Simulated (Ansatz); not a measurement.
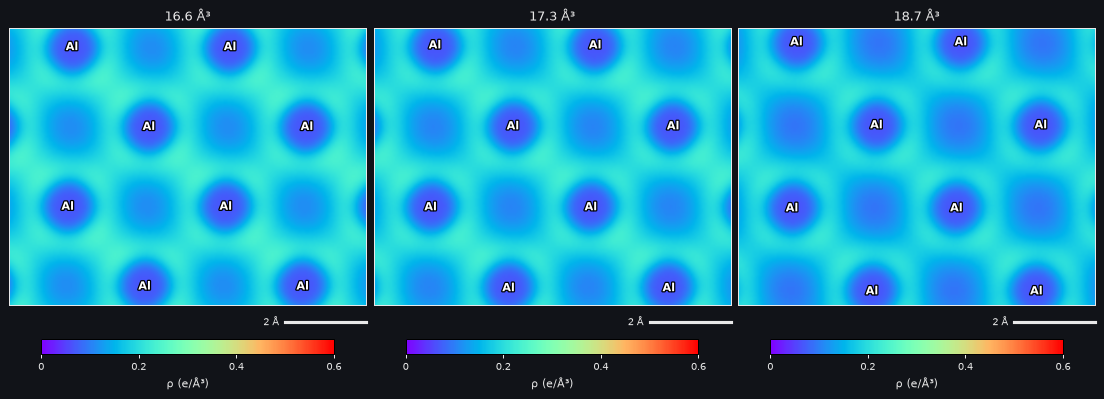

Al. The valence pseudo-density of cells scaled evenly to different volumes (given per atom above each panel), on the (11̄0) plane of each (indices in the axes of the cell below), at one length scale and on one colour scale.

A generated structure, not necessarily the stable one.

Method: Ansatz, DFT, PBEsol, plane waves (420 eV) with PAW, scalar-relativistic.

The largest cell:

```yaml
crystal:
  lattice:
    - [-3.36866, 2.95216, 1.39711]
    - [2.95216, -3.36866, 1.39711]
    - [2.44164, 2.44164, -2.15993]
  atoms:
    - { symbol: Al, position: [0.98966, 0.01034, 0.00000] }
    - { symbol: Al, position: [0.76034, 0.23966, 0.50000] }
```

| volume (Å³/atom) | Al–Al contact in the plane (Å) | ρ at its midpoint (e/Å³) | 
| --- | --- | --- |
| 16.64 | 2.746 | 0.229 | 
| 17.33 | 2.783 | 0.220 | 
| 18.03 | 2.820 | ? | 
| 18.72 | 2.856 | 0.202 | 

Question: What values belong in the row with question marks?

Answer: Over the known rows ln ρ falls by 1.14 per Å of Al–Al distance (a least-squares line), which gives 0.211 e/Å³ at 2.820 Å; the calculation gives 0.210 e/Å³.
